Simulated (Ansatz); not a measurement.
**Run report: Sn8HO16 (charge +1), nudged elastic band (part 1 of 2)**

- system: Sn8HO16 (defect cell, 25 atoms in the cell, total charge +1)
- method: DFT PBE, scalar-relativistic, plane waves, PAW, no spin polarisation (Ansatz 0.2.0)

The structure derives from an entry of the Crystallography Open Database. Figures and captions count atoms from 1; the log counts them from 0 in places.

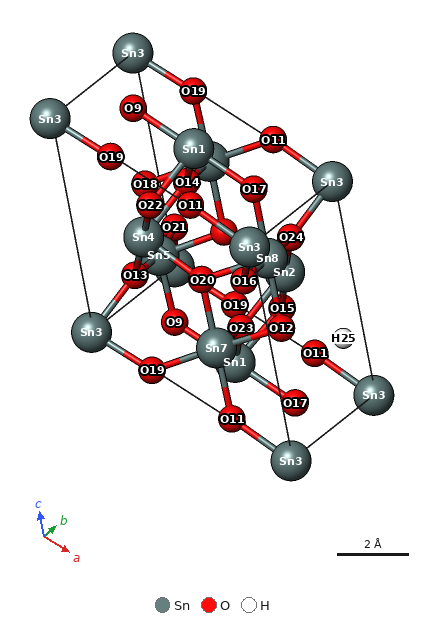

*The structure as given in the input (ball-and-stick view of the cell of the calculation, seen slightly off an axis; atoms are numbered from 1 in the order of the input).*

Input
```yaml
crystal:
  lattice:
    - [-4.8274195315, -4.8274195315, 0.0]
    - [4.8274195315, -4.8274195315, 0.0]
    - [0.0, 4.8274195315, 6.4761384825]
  atoms:
    - { symbol: Sn, position: [0.5042646824, 0.5010720936, 0.0019900191] }
    - { symbol: Sn, position: [0.7522922035, 0.7490467671, 0.4980077491] }
    - { symbol: Sn, position: [-0.0092699727, -0.0032895841, -0.0115787859] }
    - { symbol: Sn, position: [0.2523040755, 0.2583105786, 0.5115887703] }
    - { symbol: Sn, position: [0.1334661985, 0.5985897949, 0.2500018204] }
    - { symbol: Sn, position: [0.3743842739, 0.8750064886, 0.7498783478] }
    - { symbol: Sn, position: [0.6157425619, 0.1306155747, 0.2499983221] }
    - { symbol: Sn, position: [0.8744884928, 0.3751107992, 0.7501202924] }
    - { symbol: O, position: [0.1969100649, 0.5111695075, 0.0029477202] }
    - { symbol: O, position: [0.4439672375, 0.7582246769, 0.4970492264] }
    - { symbol: O, position: [0.6914922449, 0.0091718966, 0.0012828917] }
    - { symbol: O, position: [0.9402119838, 0.2579006534, 0.498716047] }
    - { symbol: O, position: [0.1364451032, 0.299548853, 0.250006479] }
    - { symbol: O, position: [0.3879301566, 0.5717469941, 0.7548595901] }
    - { symbol: O, position: [0.6571683374, 0.8227659685, 0.2500016779] }
    - { symbol: O, position: [0.8830662835, 0.0668695612, 0.7451474632] }
    - { symbol: O, position: [0.811844533, 0.4839391782, 0.0025401816] }
    - { symbol: O, position: [0.0593139877, 0.7314256625, 0.4974584649] }
    - { symbol: O, position: [0.3011174171, -0.0149451031, 0.0009496195] }
    - { symbol: O, position: [0.5501597293, 0.2341219484, 0.4990476038] }
    - { symbol: O, position: [0.0780025118, 0.9174171969, 0.2499500363] }
    - { symbol: O, position: [0.3653942517, 0.1815377811, 0.7524627427] }
    - { symbol: O, position: [0.6126022633, 0.4335819793, 0.2499960716] }
    - { symbol: O, position: [0.8629255282, 0.6790634924, 0.747530604] }
    - { symbol: H, position: [0.9324798063, 0.8990515461, 0.2499335535] }
total_charge: 1
basis:
  ecutwfc: 420
  xc_grid: 2
kpoints:
  mp_grid: { grid: [3, 3, 3], shift: [0.0, 0.0, 0.0] }
hamiltonian:
  xc: pbe
scf:
  occupations: { method: gaussian, width: 0.02 }
output:
  forces: true
neb:
  images: 5
  f_tol: 0.05
  max_iterations: 70
  order_check: false
  final_atoms:
    - { symbol: Sn, position: [0.4976911868, 0.4917107982, -0.0115787859] }
    - { symbol: Sn, position: [0.7592846948, 0.7532781917, 0.5115887703] }
    - { symbol: Sn, position: [-0.0022746633, 0.0009179255, 0.0019900191] }
    - { symbol: Sn, position: [0.2457155456, 0.248960982, 0.4980077491] }
    - { symbol: Sn, position: [0.1342557602, 0.6193827474, 0.2499983221] }
    - { symbol: Sn, position: [0.3756317996, 0.8750094931, 0.7501202924] }
    - { symbol: Sn, position: [0.616535622, 0.1514120256, 0.2500018204] }
    - { symbol: Sn, position: [0.8754940739, 0.3748718592, 0.7498783478] }
    - { symbol: O, position: [0.1998322023, 0.5158947226, 0.0009496195] }
    - { symbol: O, position: [0.4488878745, 0.7649256554, 0.4990476038] }
    - { symbol: O, position: [0.6906956486, 0.0186010035, 0.0025401816] }
    - { symbol: O, position: [0.9381444772, 0.2660328024, 0.4974584649] }
    - { symbol: O, position: [0.1373938083, 0.3164140923, 0.2499960716] }
    - { symbol: O, position: [0.3846050759, 0.5684671117, 0.747530604] }
    - { symbol: O, position: [0.6719475245, 0.8325328394, 0.2499500363] }
    - { symbol: O, position: [0.887068491, 0.0709249616, 0.7524627427] }
    - { symbol: O, position: [0.8097906467, 0.4921109951, 0.0012828917] }
    - { symbol: O, position: [0.0585040632, 0.7408153936, 0.498716047] }
    - { symbol: O, position: [0.3060376553, -0.0082217873, 0.0029477202] }
    - { symbol: O, position: [0.5530819889, 0.2388245495, 0.4970492264] }
    - { symbol: O, position: [0.0928333405, 0.9272357094, 0.2500016779] }
    - { symbol: O, position: [0.3620811797, 0.178277902, 0.7451474632] }
    - { symbol: O, position: [0.6135613759, 0.450457626, 0.250006479] }
    - { symbol: O, position: [0.8669294335, 0.683112596, 0.7548595901] }
    - { symbol: H, position: [0.8174537473, 0.8508820075, 0.2499335535] }
```

Launched with:
```bash
ansatz run input.yaml --threads 4 --pin off --max-ram 10240MiB --backend cpu --events-out ev --progress --plain --runs-dir out
```

The program's output
```
Warning: neb: disabling space-group detection — the band's intermediate images generally break the endpoint symmetry, so no spatial operation reduces the k-mesh or symmetrises the density, except that a semilocal band can use its path's symmetry ahead of convergence; time reversal is kept, so that k and −k are solved as one point where they differ and the mesh holds both, and exact exchange and, on two spinor components, a DFT+U term hold to it where the run has them: on two components no moment then forms, and a state that bears one, which a typed moment (crystal.atoms[].spin; refused beside efield: under a hybrid functional) reaches, can lie lower, under hf by electronvolts; crystal.symmetry.detect: false (a key that needs symmetry detection or time reversal refuses this as the deck is read) with time_reversal: false beside it drops time reversal too
Engine: ansatz 0.2.0, x86_64-unknown-linux-gnu
Pseudopotentials: kind: paw
Pseudopotential: Sn, paw, valence charge 14, recommended cutoff 420 eV (normal), Sn.paw.azcp
Pseudopotential: O, paw, valence charge 6, recommended cutoff 420 eV (normal), O.paw.azcp
Pseudopotential: H, paw, valence charge 1, recommended cutoff 420 eV (normal), H.paw.azcp
Functional definition: PBE
  parameter kappa = 0.804
  parameter beta = 0.06672455060314922
  exchange = pbe_x(kappa = kappa, mu = beta*pi^2/3)
  correlation = pbe_c(beta = beta)
parallel-image band execution: 4 concurrent image workers
NEB image 0
Crystal: 25 atoms, lattice volume = 301.840 Å³
Basis set: ecut = 420 eV, 5921 PW (Γ), exchange–correlation on 96×96×108 points (8 copies of the dense FFT grid, shifted against one another)
Bands: 129, of which v1, the nominal top of the filled ones, is band 104 counted from 1 (103 counted from 0)
Symmetry: 1 space group operations
k-points: 14 of 27 (time reversal used)
Non-local potential: Sn, projectors of the file, l = 0: 2, l = 1: 2, l = 2: 2, l = 3: 2
Non-local potential: O, projectors of the file, l = 0: 2, l = 1: 2, l = 2: 1
Non-local potential: H, projectors of the file, l = 0: 2, l = 1: 1
PAW form: soft (Blöchl's): semilocal exchange-correlation on the pseudo side does not see the compensation charge
PAW one-centre angular grid: Sn, 590 points (default); XC on 64 Gauss nodes
PAW one-centre angular grid: O, 110 points (default); XC on 64 Gauss nodes
PAW one-centre angular grid: H, 110 points (default); XC on 64 Gauss nodes
Initial density: superposition of atomic densities (neutral atoms scaled as one to the charged cell's electrons: chi_scale 0, normalization atom), corrected by the library's trained network
Initial wavefunctions: pseudopotential atomic-orbital guess
Functional: x = pbe(κ = 0.804, μ = 0.2195149727645171), c = pbe(β = 0.06672455060314922)
SCF iter   1: F=—  HF=-57298.440802 eV  |F-HF|=—  |Δ(HF+E_count)|=         —  Δρ=1.05e-2  dr2=2.52e-1  ethr=1.77e-3  ⟨swp⟩=5.7  Hψ=7171  notcnv=0  defer=61
preconditioner: auto → Resta (q_TF=auto, 2.564 Å⁻¹)  ε∞=3.5  [insulator: Δε(μ)=0.828 eV  Ē_g=19.476 eV  σ=0.020 eV  W_gap=1.00  n_scr=84 (ndim 8)  ℏωp=30.8 eV  f_vac=0.031  D(μ)=0.00/eV (n_scr^D=0)  ε∞_Penn≈3.5]
SCF iter   2: F=—  HF=-57298.339279 eV  |F-HF|=—  |Δ(HF+E_count)|=   1.02e-1  Δρ=4.08e-3  dr2=4.85e-2  ethr=1.21e-4  ⟨swp⟩=2.0  Hψ=3605  notcnv=0  defer=249
SCF iter   3: F=—  HF=-57298.313430 eV  |F-HF|=—  |Δ(HF+E_count)|=   2.58e-2  Δρ=1.13e-3  dr2=4.67e-3  ethr=2.33e-5  ⟨swp⟩=2.0  Hψ=3113  notcnv=0  defer=249
SCF iter   4: F=—  HF=-57298.312011 eV  |F-HF|=—  |Δ(HF+E_count)|=   1.42e-3  Δρ=8.45e-4  dr2=1.96e-3  ethr=2.25e-6  ⟨swp⟩=2.2  Hψ=2522  notcnv=0  defer=249
SCF iter   5: F=—  HF=-57298.311627 eV  |F-HF|=—  |Δ(HF+E_count)|=   3.84e-4  Δρ=1.92e-4  dr2=1.01e-4  ethr=9.44e-7  ⟨swp⟩=2.1  Hψ=2386  notcnv=0  defer=249
SCF iter   6: F=—  HF=-57298.311655 eV  |F-HF|=—  |Δ(HF+E_count)|=   2.74e-5  Δρ=1.02e-4  dr2=3.10e-5  ethr=4.85e-8  ⟨swp⟩=2.0  Hψ=2368  notcnv=0  defer=249
SCF iter   7: F=—  HF=-57298.311525 eV  |F-HF|=—  |Δ(HF+E_count)|=   1.30e-4  Δρ=3.03e-5  dr2=2.48e-6  ethr=1.49e-8  ⟨swp⟩=2.0  Hψ=2418  notcnv=0  defer=249
SCF iter   8: F=—  HF=-57298.311526 eV  |F-HF|=—  |Δ(HF+E_count)|=   1.40e-6  Δρ=1.61e-5  dr2=5.95e-7  ethr=1.19e-9  ⟨swp⟩=2.0  Hψ=2453  notcnv=0  defer=249
SCF iter   9: F=-57298.311527 eV  HF=-57298.311527 eV  |F-HF|=3.08e-8  |Δ(HF+E_count)|=   3.93e-7  Δρ=3.25e-6  dr2=3.16e-8  ethr=4.81e-11  ⟨swp⟩=4.0  Hψ=6485  notcnv=0
SCF 1 converged in 9 iterations: F = -57298.311527 eV  dr2 = 3.16e-8
  greatest PAW one-centre occupation: 0.996 electrons in one spin orbital (limit 2), on the Sn atom at site 0 (counted from 0), in its partial waves of l = 2
NSCF: frozen V_eff on 14 k-points
NEB image 6
SCF iter   1: F=—  HF=-57298.440767 eV  |F-HF|=—  |Δ(HF+E_count)|=         —  Δρ=1.05e-2  dr2=2.52e-1  ethr=1.77e-3  ⟨swp⟩=5.7  Hψ=7169  notcnv=0  defer=60
SCF iter   2: F=—  HF=-57298.339279 eV  |F-HF|=—  |Δ(HF+E_count)|=   1.01e-1  Δρ=4.08e-3  dr2=4.85e-2  ethr=1.21e-4  ⟨swp⟩=2.0  Hψ=3603  notcnv=0  defer=249
SCF iter   3: F=—  HF=-57298.313434 eV  |F-HF|=—  |Δ(HF+E_count)|=   2.58e-2  Δρ=1.13e-3  dr2=4.67e-3  ethr=2.33e-5  ⟨swp⟩=2.0  Hψ=3113  notcnv=0  defer=249
SCF iter   4: F=—  HF=-57298.312005 eV  |F-HF|=—  |Δ(HF+E_count)|=   1.43e-3  Δρ=8.42e-4  dr2=1.95e-3  ethr=2.24e-6  ⟨swp⟩=2.2  Hψ=2522  notcnv=0  defer=249
SCF iter   5: F=—  HF=-57298.311625 eV  |F-HF|=—  |Δ(HF+E_count)|=   3.79e-4  Δρ=1.93e-4  dr2=1.02e-4  ethr=9.39e-7  ⟨swp⟩=2.0  Hψ=2385  notcnv=0  defer=249
SCF iter   6: F=—  HF=-57298.311652 eV  |F-HF|=—  |Δ(HF+E_count)|=   2.69e-5  Δρ=1.03e-4  dr2=3.15e-5  ethr=4.89e-8  ⟨swp⟩=2.0  Hψ=2368  notcnv=0  defer=249
SCF iter   7: F=—  HF=-57298.311525 eV  |F-HF|=—  |Δ(HF+E_count)|=   1.27e-4  Δρ=3.05e-5  dr2=2.49e-6  ethr=1.51e-8  ⟨swp⟩=2.0  Hψ=2412  notcnv=0  defer=249
SCF iter   8: F=—  HF=-57298.311526 eV  |F-HF|=—  |Δ(HF+E_count)|=   1.39e-6  Δρ=1.63e-5  dr2=6.10e-7  ethr=1.20e-9  ⟨swp⟩=2.1  Hψ=2455  notcnv=0  defer=249
SCF iter   9: F=-57298.311527 eV  HF=-57298.311527 eV  |F-HF|=3.19e-8  |Δ(HF+E_count)|=   3.86e-7  Δρ=3.27e-6  dr2=3.21e-8  ethr=4.81e-11  ⟨swp⟩=4.0  Hψ=6577  notcnv=0
SCF 2 converged in 9 iterations: F = -57298.311527 eV  dr2 = 3.21e-8
[... from here on the iterations of each SCF are left out, up to the last one ...]
NSCF: frozen V_eff on 14 k-points
NEB end point (image 0): max|allowed force component| = 1.173e-2 eV/Å (the criterion of neb.relax_end_points is 1.000e-2)
NEB end point (image 6): max|allowed force component| = 1.173e-2 eV/Å (the criterion of neb.relax_end_points is 1.000e-2)
NEB image 1
preconditioner: auto → Resta (q_TF=auto, 2.564 Å⁻¹)  ε∞=3.5  [insulator: Δε(μ)=0.826 eV  Ē_g=19.413 eV  σ=0.020 eV  W_gap=1.00  n_scr=84 (ndim 8)  ℏωp=30.8 eV  f_vac=0.030  D(μ)=0.00/eV (n_scr^D=0)  ε∞_Penn≈3.5]
SCF 3 converged in 9 iterations: F = -57298.050202 eV  dr2 = 3.35e-8
NEB image 2
preconditioner: auto → Resta (q_TF=auto, 2.564 Å⁻¹)  ε∞=3.5  [insulator: Δε(μ)=0.826 eV  Ē_g=19.369 eV  σ=0.020 eV  W_gap=1.00  n_scr=84 (ndim 8)  ℏωp=30.8 eV  f_vac=0.030  D(μ)=0.00/eV (n_scr^D=0)  ε∞_Penn≈3.5]
SCF 4 converged in 9 iterations: F = -57297.677382 eV  dr2 = 2.54e-8
NEB image 3
preconditioner: auto → Resta (q_TF=auto, 2.564 Å⁻¹)  ε∞=3.5  [insulator: Δε(μ)=0.827 eV  Ē_g=19.355 eV  σ=0.020 eV  W_gap=1.00  n_scr=84 (ndim 8)  ℏωp=30.8 eV  f_vac=0.030  D(μ)=0.00/eV (n_scr^D=0)  ε∞_Penn≈3.5]
SCF 5 converged in 9 iterations: F = -57297.524179 eV  dr2 = 3.48e-8
NEB image 4
SCF 6 converged in 9 iterations: F = -57297.677382 eV  dr2 = 2.55e-8
NEB image 5
SCF 7 converged in 9 iterations: F = -57298.050202 eV  dr2 = 3.25e-8
NEB iter   1: max|band force component| = 2.217e0 eV/Å  barrier→ = 0.7873 eV  barrier← = 0.7873 eV  Δτ_max = 0.1324 Å  (63 SCF iters)
NEB image 1
Initial density: handed on by an earlier stage of this run
Initial wavefunctions: those handed on with the density
preconditioner: auto → Resta (q_TF=auto, 2.564 Å⁻¹)  ε∞=3.6  [insulator: Δε(μ)=0.826 eV  Ē_g=19.295 eV  σ=0.020 eV  W_gap=1.00  n_scr=84 (ndim 8)  ℏωp=30.8 eV  f_vac=0.036  D(μ)=0.00/eV (n_scr^D=0)  ε∞_Penn≈3.6]
SCF 8 converged in 8 iterations: F = -57298.220951 eV  dr2 = 5.63e-8
NEB image 2
preconditioner: auto → Resta (q_TF=auto, 2.564 Å⁻¹)  ε∞=3.6  [insulator: Δε(μ)=0.823 eV  Ē_g=19.263 eV  σ=0.020 eV  W_gap=1.00  n_scr=84 (ndim 8)  ℏωp=30.8 eV  f_vac=0.036  D(μ)=0.00/eV (n_scr^D=0)  ε∞_Penn≈3.6]
SCF 9 converged in 9 iterations: F = -57298.031203 eV  dr2 = 1.87e-8
NEB image 3
preconditioner: auto → Resta (q_TF=auto, 2.564 Å⁻¹)  ε∞=3.6  [insulator: Δε(μ)=0.821 eV  Ē_g=19.251 eV  σ=0.020 eV  W_gap=1.00  n_scr=84 (ndim 8)  ℏωp=30.8 eV  f_vac=0.036  D(μ)=0.00/eV (n_scr^D=0)  ε∞_Penn≈3.6]
SCF 10 converged in 9 iterations: F = -57297.940527 eV  dr2 = 1.10e-8
NEB image 4
SCF 11 converged in 9 iterations: F = -57298.031203 eV  dr2 = 1.87e-8
NEB image 5
SCF 12 converged in 8 iterations: F = -57298.220951 eV  dr2 = 5.63e-8
NEB iter   2: max|band force component| = 1.403e0 eV/Å  barrier→ = 0.3710 eV  barrier← = 0.3710 eV  Δτ_max = 0.1486 Å  (43 SCF iters)
[... from here on the SCF iterations and repeated set-up lines of each step are left out, up to the last step ...]
NEB image 1
SCF 13 converged in 9 iterations: F = -57298.213819 eV  dr2 = 5.08e-8
NEB image 2
SCF 14 converged in 10 iterations: F = -57297.980924 eV  dr2 = 1.37e-8
NEB image 3
SCF 15 converged in 9 iterations: F = -57297.952865 eV  dr2 = 3.05e-8
NEB image 4
SCF 16 converged in 10 iterations: F = -57297.980924 eV  dr2 = 1.42e-8
NEB image 5
SCF 17 converged in 9 iterations: F = -57298.213820 eV  dr2 = 5.47e-8
NEB iter   3: max|band force component| = 2.730e0 eV/Å  barrier→ = 0.3587 eV  barrier← = 0.3587 eV  Δτ_max = 0.0742 Å  (47 SCF iters)
NEB image 1
SCF 18 converged in 8 iterations: F = -57298.277596 eV  dr2 = 3.76e-8
NEB image 2
SCF 19 converged in 9 iterations: F = -57298.149605 eV  dr2 = 3.27e-8
NEB image 3
SCF 20 converged in 9 iterations: F = -57298.039815 eV  dr2 = 6.39e-9
NEB image 4
SCF 21 converged in 9 iterations: F = -57298.149605 eV  dr2 = 3.19e-8
NEB image 5
SCF 22 converged in 8 iterations: F = -57298.277596 eV  dr2 = 3.76e-8
NEB iter   4: max|band force component| = 3.076e-1 eV/Å  barrier→ = 0.2717 eV  barrier← = 0.2717 eV  CI = image 3  Δτ_max = 0.0201 Å  (43 SCF iters)
NEB image 1
SCF 23 converged in 7 iterations: F = -57298.283959 eV  dr2 = 1.75e-8
NEB image 2
SCF 24 converged in 7 iterations: F = -57298.171019 eV  dr2 = 4.45e-8
NEB image 3
SCF 25 converged in 7 iterations: F = -57298.044918 eV  dr2 = 2.78e-8
NEB image 4
SCF 26 converged in 7 iterations: F = -57298.171019 eV  dr2 = 4.45e-8
NEB image 5
SCF 27 converged in 7 iterations: F = -57298.283959 eV  dr2 = 1.73e-8
NEB iter   5: max|band force component| = 1.985e-1 eV/Å  barrier→ = 0.2666 eV  barrier← = 0.2666 eV  CI = image 3  Δτ_max = 0.0149 Å  (35 SCF iters)
NEB image 1
SCF 28 converged in 7 iterations: F = -57298.285765 eV  dr2 = 3.45e-8
NEB image 2
SCF 29 converged in 7 iterations: F = -57298.179043 eV  dr2 = 6.54e-8
NEB image 3
SCF 30 converged in 7 iterations: F = -57298.046789 eV  dr2 = 9.26e-8
NEB image 4
SCF 31 converged in 7 iterations: F = -57298.179044 eV  dr2 = 6.54e-8
NEB image 5
SCF 32 converged in 7 iterations: F = -57298.285765 eV  dr2 = 3.46e-8
NEB iter   6: max|band force component| = 8.646e-2 eV/Å  barrier→ = 0.2647 eV  barrier← = 0.2647 eV  CI = image 3  Δτ_max = 0.0063 Å  (35 SCF iters)
NEB image 1
preconditioner: auto → Resta (q_TF=auto, 2.564 Å⁻¹)  ε∞=3.5  [insulator: Δε(μ)=0.900 eV  Ē_g=19.307 eV  σ=0.020 eV  W_gap=1.00  n_scr=84 (ndim 8)  ℏωp=30.8 eV  f_vac=0.035  D(μ)=0.00/eV (n_scr^D=0)  ε∞_Penn≈3.5]
SCF 33 converged in 6 iterations: F = -57298.286742 eV  dr2 = 3.47e-8
NEB image 2
preconditioner: auto → Resta (q_TF=auto, 2.564 Å⁻¹)  ε∞=3.6  [insulator: Δε(μ)=0.930 eV  Ē_g=19.274 eV  σ=0.020 eV  W_gap=1.00  n_scr=84 (ndim 8)  ℏωp=30.8 eV  f_vac=0.035  D(μ)=0.00/eV (n_scr^D=0)  ε∞_Penn≈3.6]
SCF 34 converged in 6 iterations: F = -57298.180479 eV  dr2 = 2.28e-8
NEB image 3
preconditioner: auto → Resta (q_TF=auto, 2.564 Å⁻¹)  ε∞=3.6  [insulator: Δε(μ)=0.935 eV  Ē_g=19.251 eV  σ=0.020 eV  W_gap=1.00  n_scr=84 (ndim 8)  ℏωp=30.8 eV  f_vac=0.035  D(μ)=0.00/eV (n_scr^D=0)  ε∞_Penn≈3.6]
SCF 35 converged in 5 iterations: F = -57298.046995 eV  dr2 = 8.83e-8
NEB image 4
SCF 36 converged in 6 iterations: F = -57298.180479 eV  dr2 = 2.29e-8
NEB image 5
iter 1 solved again at ethr=1.41e-7 eV; its pass at ethr=3.10e-3 eV (dr2=2.93e-4 eV) is discarded
SCF iter   1: F=—  HF=-57298.286866 eV  |F-HF|=—  |Δ(HF+E_count)|=         —  Δρ=5.61e-4  dr2=2.93e-4  ethr=1.41e-7  ⟨swp⟩=3.8  Hψ=6190  notcnv=0  defer=1
SCF iter   2: F=—  HF=-57298.286827 eV  |F-HF|=—  |Δ(HF+E_count)|=   3.86e-5  Δρ=2.80e-4  dr2=7.60e-5  ethr=1.41e-7  ⟨swp⟩=2.2  Hψ=3011  notcnv=0
SCF iter   3: F=—  HF=-57298.286744 eV  |F-HF|=—  |Δ(HF+E_count)|=   8.33e-5  Δρ=7.58e-5  dr2=1.33e-5  ethr=3.65e-8  ⟨swp⟩=2.0  Hψ=2481  notcnv=0
SCF iter   4: F=—  HF=-57298.286742 eV  |F-HF|=—  |Δ(HF+E_count)|=   2.27e-6  Δρ=2.04e-5  dr2=1.17e-6  ethr=6.38e-9  ⟨swp⟩=2.0  Hψ=2701  notcnv=0
SCF iter   5: F=—  HF=-57298.286742 eV  |F-HF|=—  |Δ(HF+E_count)|=   4.06e-8  Δρ=8.35e-6  dr2=1.87e-7  ethr=5.62e-10  ⟨swp⟩=2.0  Hψ=2469  notcnv=0
SCF iter   6: F=-57298.286742 eV  HF=-57298.286742 eV  |F-HF|=7.19e-9  |Δ(HF+E_count)|=   2.25e-8  Δρ=3.76e-6  dr2=3.49e-8  ethr=4.81e-11  ⟨swp⟩=5.0  Hψ=5759  notcnv=0
SCF 37 converged in 6 iterations: F = -57298.286742 eV  dr2 = 3.49e-8
NEB image 1
NSCF: frozen V_eff on 14 k-points
NEB image 2
NSCF: frozen V_eff on 14 k-points
NEB image 4
NSCF: frozen V_eff on 14 k-points
NEB image 5
NSCF: frozen V_eff on 14 k-points
NEB image 3
NSCF: frozen V_eff on 14 k-points
the search or the solves at the SCF's close seem to have found levels that the self-consistency loop had missed (the run counts 1). By its estimate they hold under 1e-12 electrons; where the run keeps them, the occupations were computed again with them
NEB iter   7: max|band force component| = 1.875e-2 eV/Å  barrier→ = 0.2645 eV  barrier← = 0.2645 eV  CI = image 3  Δτ_max = 0.0000 Å  (29 SCF iters)
```

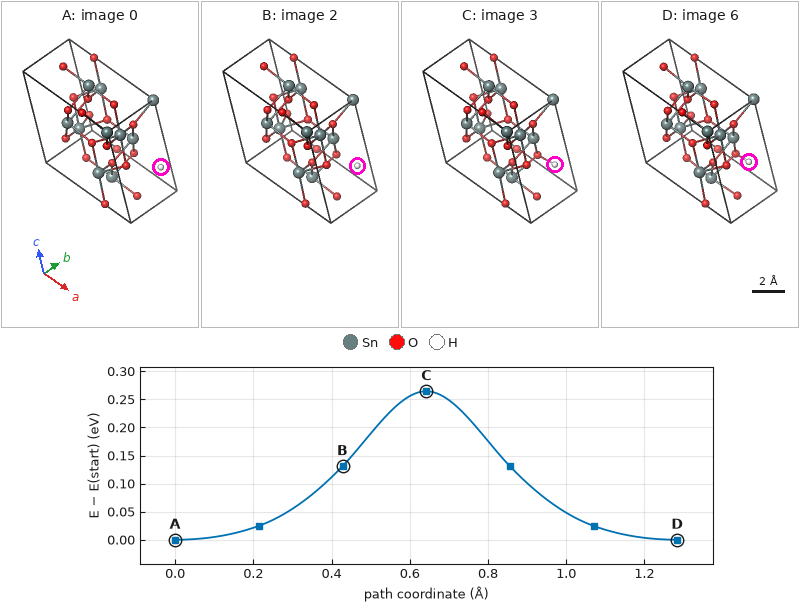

*Images of the last band (counted from 0; ball-and-stick, simulation cell, seen slightly off an axis), with the moving atom and its periodic copies ringed, above the energy along the path; the line is a cubic interpolation that uses the forces.*

The highest image is number 3, 0.265 eV above the start and 0.265 eV above the end (the climbing image); start and end have the same energy. The path is 1.28 Å long, and H25 moves most (0.85 Å). The band converged in 7 iterations.

```
SCF converged after 5 iterations
Free energy (F): -57298.046995 eV
Harris-Foulkes:  -57298.046995 eV  (|F-HF|=8.75e-9)
Internal energy: -57298.046995 eV  (E = F + TS)
E sigma→0 (E₀):  -57298.046995 eV
Fermi energy:    9.021869 eV
--- Per-component energies (eV) ---
  E_band       = -607.500991
  E_kinetic    = 4308.762728
  E_local      = -11728.578146  (includes V_loc(G=0)·N_el)
  E_nonlocal   = 534.223612
  E_hartree    = 6039.070098
  E_xc         = -4212.295546
  E_vxc        = -2245.711707  (∫ρ·V_xc dr)
  E_paw        = -35710.948096  (= ΣΔE_a)
  E_vpaw       = -3554.368820  (= ΣTr[D̂ρ^β])
  E_aug_tail   = 0.038350  (compensation charges beyond the density's cutoff)
  E_ewald      = -16528.319995
  E_smearing   = -0.000000  (= −TS)
  E_closure    = -0.000000  (closes the sum)
  E_deformation_potential = 17.033592  (in the stress; not in F)
  Σ components = -57298.046995   (vs F -57298.046995, Δ=0.00e0)
```
